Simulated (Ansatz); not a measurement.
**PtS2: band-structure calculation (part 2 of 2)**

The same run, continued: PtS2 (R-3m, 3 atoms in the cell); DFT, HSE06, plane waves, PAW, no spin polarisation (Ansatz 0.2.0); cutoff 420 eV, 6×6×6 k-mesh, fixed occupations. The structure was built on a prototype by a generator. The geometry comes from this level: r2scan-rvv10 (a point of a series of strains). It belongs to a series of runs on one base structure; here: epitaxial_xy strain +1.5%.

Geometry of the input (Å; fractional positions):
```
1.7904  1.0337  5.4490
-1.7904  1.0337  5.4490
0.0000  -2.0674  5.4490
Pt 0.0000  0.0000  0.0000
S  0.2590  0.2590  0.2590
S  0.7410  0.7410  0.7410
```

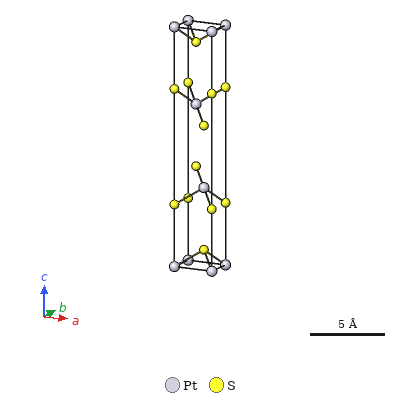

*The structure (ball-and-stick view of the cell 3 times as large as that of the calculation, set on its symmetry axes, seen slightly off an axis).*

```
hybrid outer 2: dexx = +1.463e-6 eV, tail = 3.54e-8 eV, Δε = 2.17e-3 eV (about 5.86e-5 eV left of the loop's levels), ΔF = 1.07e-3 eV/Å (tail 4.08e-4)
NSCF: frozen V_eff on 11 k-points
hybrid SCF converged: 2 outer / 14 inner (+4 warm-up), last move |dexx| = 1.46e-6 eV, tail = 3.54e-8 eV
Stability not checked: this state was not tested for a lower state beside it, because the functional holds exact exchange (a hybrid, or Hartree-Fock), whose exchange loop this test does not read (fock_operator; see scf.lower_state_search)
Free energy (F): -14331.481187 eV
Frozen-core exchange: fock
Harris-Foulkes:  -14331.481187 eV  (|F-HF|=7.28e-12)
Internal energy: -14331.481187 eV  (E = F + TS)
E sigma→0 (E₀):  -14331.481187 eV
Fermi energy:    8.515595 eV
--- Per-component energies (eV) ---
  E_band       = -417.932315
  E_kinetic    = 847.719851
  E_local      = -3401.538243  (includes V_loc(G=0)·N_el)
  E_nonlocal   = 255.962904
  E_hartree    = 1355.893837
  E_xc         = -363.762281
  E_vxc        = -379.239980  (∫ρ·V_xc dr)
  E_exx        = -86.048905  (= α·E_x^exact, valence–valence)
  E_paw        = -10661.680331  (= ΣΔE_a)
  E_vpaw       = -280.527370  (= ΣTr[D̂ρ^β])
  E_aug_tail   = 0.000191  (compensation charges beyond the density's cutoff)
  E_ewald      = -2275.813720
  E_core_change = -2.214490  (= ΣΔE_core)
  E_smearing   = -0.000000  (= −TS)
  E_closure    = 0.000000  (closes the sum)
  Σ components = -14331.481187   (vs F -14331.481187, Δ=0.00e0)
--- Forces (eV/Å), atoms counted from 1 ---
  atom   1  Pt     0.00000000     0.00000000     0.00000000
  atom   2  S      0.00000000    -0.00000000     0.37995755
  atom   3  S      0.00000000     0.00000000    -0.37995755
  max |Σ_I F_I| component: 2.31e-18 eV/Å
--- Stress (GPa, compression-positive) ---
       -4.339959      -0.000000      -0.000000
       -0.000000      -4.339959       0.000000
       -0.000000       0.000000      -0.206305
  P = ⅓ Tr σ = -2.9621 GPa (-29.621 kbar)
--- Band table (eV; the first three rows and the last of 32) ---
  k-point 0: bands = ["-94.8807", "-47.7843", "-47.7843", "-47.6599", "-7.5783", "-4.7667", "1.5663", "1.7827", "1.7827", "4.3851", "4.3851", "6.5572", "7.7856", "7.7856", "8.5156", "11.9521", "11.9521", "14.6505", "15.0347"]
  k-point 1: bands = ["-94.8806", "-47.7886", "-47.7851", "-47.6586", "-7.2077", "-4.9210", "1.8007", "2.0232", "2.0871", "3.9492", "4.1659", "5.9238", "7.4320", "7.7556", "8.4792", "10.7923", "11.5743", "15.6057", "16.2802"]
  k-point 2: bands = ["-94.8805", "-47.7973", "-47.7868", "-47.6561", "-6.3174", "-5.1957", "1.7118", "2.4002", "2.9371", "3.2369", "4.2350", "5.3631", "6.3889", "6.9372", "7.3999", "10.8117", "11.4725", "15.2294", "17.0821"]
  k-point 31: bands = ["-94.8806", "-47.7844", "-47.7844", "-47.6598", "-7.3765", "-5.2270", "1.8026", "1.8026", "2.4985", "4.3943", "4.3943", "6.4370", "7.1984", "7.6163", "7.6163", "12.1077", "12.1077", "15.1482", "16.7262"]
```

### File rho_z.tsv
```
# z_ang	rho[e/angstrom^3]
# format = ansatz-planar-average/11
# lattice	1.790380213	1.033676498	5.448951603
# lattice	-1.790380213	1.033676498	5.448951603
# lattice	0.000000000	-2.067352996	5.448951603
# sites	3
# site	78	0.000000000	0.000000000	0.000000000
# site	16	0.000000000	0.000000000	4.233896296
# site	16	0.000000000	0.000000000	12.112958513
0.000000	9.583610e-1
0.242831	9.353710e-1
0.485663	8.645971e-1
0.728494	7.494771e-1
0.971325	6.101447e-1
1.214157	4.771768e-1
1.456988	3.750573e-1
1.699819	3.116602e-1
1.942651	2.781286e-1
2.185482	2.600827e-1
2.428313	2.486871e-1
2.671145	2.411735e-1
2.913976	2.382919e-1
3.156807	2.411735e-1
3.399639	2.486871e-1
3.642470	2.600827e-1
3.885301	2.781286e-1
4.128133	3.116602e-1
4.370964	3.750573e-1
4.613795	4.771768e-1
4.856626	6.101447e-1
5.099458	7.494771e-1
5.342289	8.645971e-1
5.585120	9.353710e-1
```

### File v_z.tsv
```
# z_ang	v_es[eV]	v_tot[eV]
# format = ansatz-planar-average/11
# xc	hse06
# density_cutoff_ev	1680
# datasets	Pt=:simpson_from_first_knot:soft:fock:shift=0	S=:simpson_from_first_knot:soft:fock:shift=0
# lattice	1.790380213	1.033676498	5.448951603
# lattice	-1.790380213	1.033676498	5.448951603
# lattice	0.000000000	-2.067352996	5.448951603
# sites	3
# site	78	0.000000000	0.000000000	0.000000000
# site	16	0.000000000	0.000000000	4.233896296
# site	16	0.000000000	0.000000000	12.112958513
0.000000	9.386984e-1	-8.866580e0
0.242831	9.277602e-1	-8.826813e0
0.485663	1.050265e0	-8.553933e0
0.728494	1.563952e0	-7.821205e0
0.971325	2.536881e0	-6.579848e0
1.214157	3.821117e0	-4.977005e0
1.456988	5.156670e0	-3.291241e0
1.699819	6.296050e0	-1.793455e0
1.942651	7.142572e0	-6.140786e-1
2.185482	7.836358e0	3.498327e-1
2.428313	8.542409e0	1.226045e0
2.671145	9.174588e0	1.940995e0
2.913976	9.440423e0	2.234459e0
3.156807	9.174588e0	1.940995e0
3.399639	8.542409e0	1.226045e0
3.642470	7.836358e0	3.498327e-1
3.885301	7.142572e0	-6.140786e-1
4.128133	6.296050e0	-1.793455e0
4.370964	5.156670e0	-3.291241e0
4.613795	3.821117e0	-4.977005e0
4.856626	2.536881e0	-6.579848e0
5.099458	1.563952e0	-7.821205e0
5.342289	1.050265e0	-8.553933e0
5.585120	9.277602e-1	-8.826813e0
```

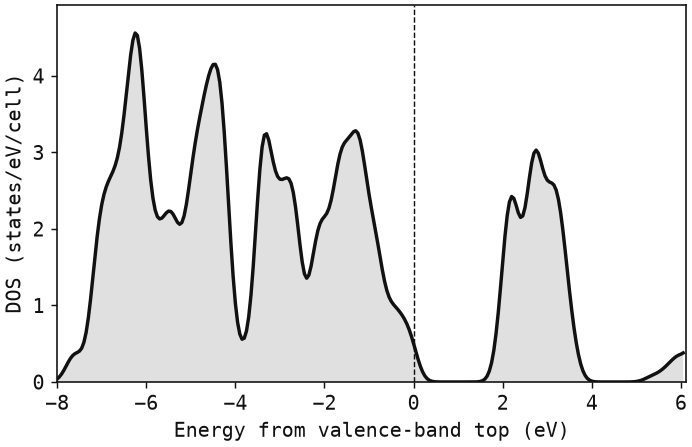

*Density of states (the curve is built from the levels of the k mesh with Gaussians 0.4 eV wide, which also blur the band edges), with energies from the valence-band top.*

There is a gap of 1.96 eV on the k-point mesh. Small ripples come from the finite k-point mesh.

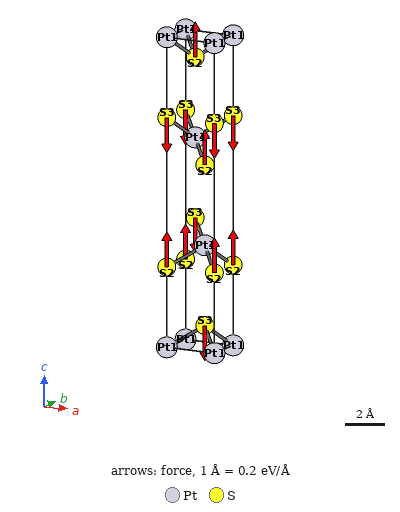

*Forces on the atoms as red arrows (ball-and-stick view of the cell 3 times as large as that of the calculation, set on its symmetry axes, seen slightly off an axis; atoms are numbered from 1 in the order of the input).*

The largest act on S2, S3 (0.38 eV/Å). The geometry is not a stationary point of this energy.

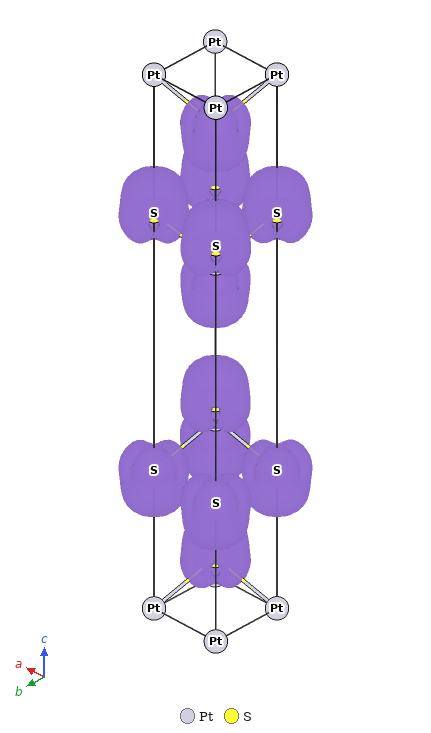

*Isosurface of the electron localisation function at 0.75 (purple), seen at an oblique angle. Core shells and regions of very low density are left out. Sticks mark near contacts. The outline is the cell set on symmetry axes.*

Profiles from the grid: Pt–S (2.40 Å): the ELF is about 0.50 at the midpoint. Core electrons are frozen (PAW), so the fields are smoothed inside the atomic spheres.

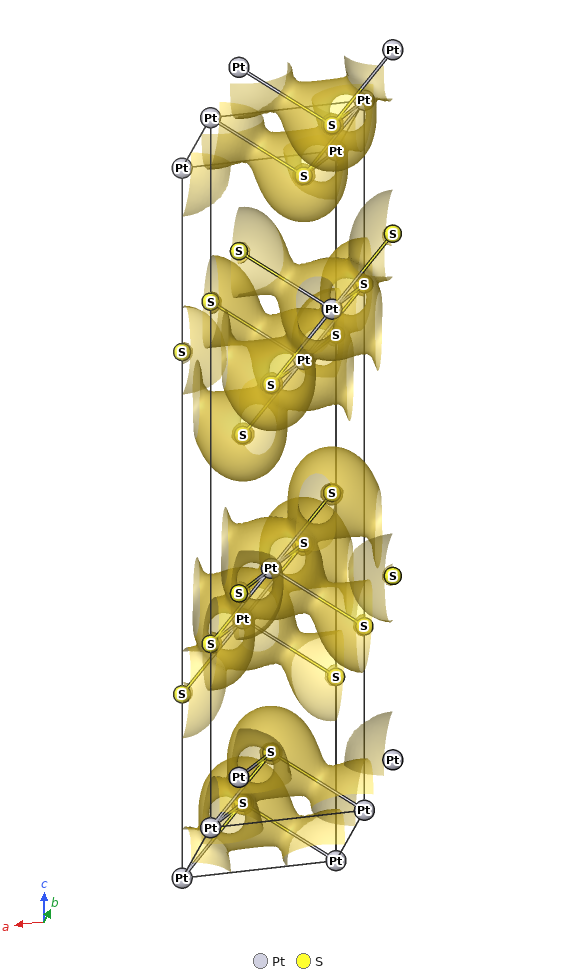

*Isosurface of the valence charge density (pseudo) at 0.5 e/Å³ (yellow), seen at an oblique angle. Sticks mark near contacts. The outline is the cell set on symmetry axes.*

At this value the density is joined into sheets; it holds about 75 % of the electrons treated as valence (semicore included). On the grid the lowest density along these lines, outside the cores, is 0.67 e/Å³ (Pt–S, 2.40 Å).

### Summary

| quantity | value |
| --- | --- |
| outcome | converged |
| space group (tolerance 0.01 Å) | R-3m (166) |
| electrons treated | 30 |
| free energy | −14331.4812 eV |
| Fermi energy | 8.516 eV |
| gap on the k-point mesh | 1.96 eV |
| pressure | −2.96 GPa |
| largest force (length of the vector) | 0.380 eV/Å |
| wall time | 1.8 min (CPU time 6.6 min) |
| peak memory | 2.1 GiB |

Warnings of the run: the exchange loop's threshold is looser than advised for the stress; the SCF threshold is looser than advised for the printed stress. Spin–orbit coupling is left out, which matters for Pt.
